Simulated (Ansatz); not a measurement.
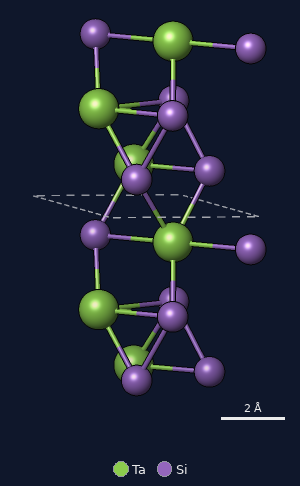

A scan of crystalline TaSi2 (P6_422): the crystal is pulled apart rigidly along the normal of the (0 0 1) plane of the conventional cell, at a cut between a plane of Si/Ta below and one of Si/Ta above, 2.18 Å apart. One cut stands in each cell, which starts 13.1 Å high; nothing is relaxed, and the dashed outline marks the cut. The picture shows the perfect crystal around the cut (dashed). Style: ball-and-stick. Shown: the layers on both sides of the cut, from the side, nearly along the cut plane.

Theory: DFT r2SCAN, scalar-relativistic, plane waves, PAW in Ansatz 0.2.0. Settings: plane-wave cutoff 500 eV; k-point mesh 9 × 9 × 3; occupations gaussian; smearing width 0.15 eV; no spin polarisation. Energies (free energies at the smearing named) are counted from the relaxed crystal.

Input file:
```yaml
crystal:
  lattice:
    - [-4.779967538, 0.0, 0.0]
    - [-2.389983769, -4.1395733172, 0.0]
    - [0.0, 0.0, 13.1095107993]
  atoms:
    - { symbol: Ta, position: [0.5, 0.0, 0.0] }
    - { symbol: Ta, position: [0.5, 0.0, 0.5] }
    - { symbol: Ta, position: [1.0, 0.5, 0.3333333333] }
    - { symbol: Ta, position: [1.0, 0.5, 0.8333333333] }
    - { symbol: Ta, position: [0.5, 0.5, 0.1666666667] }
    - { symbol: Ta, position: [0.5, 0.5, 0.6666666667] }
    - { symbol: Si, position: [0.1582725696, 0.6834548607, 0.0] }
    - { symbol: Si, position: [0.1582725696, 0.6834548607, 0.5] }
    - { symbol: Si, position: [0.3165451393, 0.8417274304, 0.3333333333] }
    - { symbol: Si, position: [0.3165451393, 0.8417274304, 0.8333333333] }
    - { symbol: Si, position: [0.1582725696, 0.1582725696, 0.1666666667] }
    - { symbol: Si, position: [0.1582725696, 0.1582725696, 0.6666666667] }
    - { symbol: Si, position: [0.8417274304, 0.3165451393, 0.0] }
    - { symbol: Si, position: [0.8417274304, 0.3165451393, 0.5] }
    - { symbol: Si, position: [0.6834548607, 0.1582725696, 0.3333333333] }
    - { symbol: Si, position: [0.6834548607, 0.1582725696, 0.8333333333] }
    - { symbol: Si, position: [0.8417274304, 0.8417274304, 0.1666666667] }
    - { symbol: Si, position: [0.8417274304, 0.8417274304, 0.6666666667] }
basis:
  ecutwfc: 500
kpoints:
  mp_grid: { grid: [9, 9, 3] }
hamiltonian:
  xc: r2scan
scf:
  occupations: { method: gaussian, width: 0.15 }
output:
  forces: true
  stress: true
  eigenvalues: true
  write_density: true
  write_potential: true
  elf: true
  volumetric_format: npy
```

Launched with:
```bash
ansatz run input.yaml --threads 2 --pin off --max-ram 5120MiB --backend cpu --events-out ev --progress --plain --runs-dir out
```

> Predict the energy profile (the opening: 0.00, 0.50, 1.00, 2.00, 3.00 Å).

```csv
opening (Å),ΔE per area (J/m²)
0.00,0.00
0.50,1.34
1.00,3.17
2.00,4.86
3.00,5.15
```

At the widest opening, 3.00 Å, the energy has risen by 5.15 J/m², and it is still rising, so the work of separation is somewhat larger. The steepest rise lies between 0.50 Å and 1.00 Å, with a mean traction of about 37 GPa.
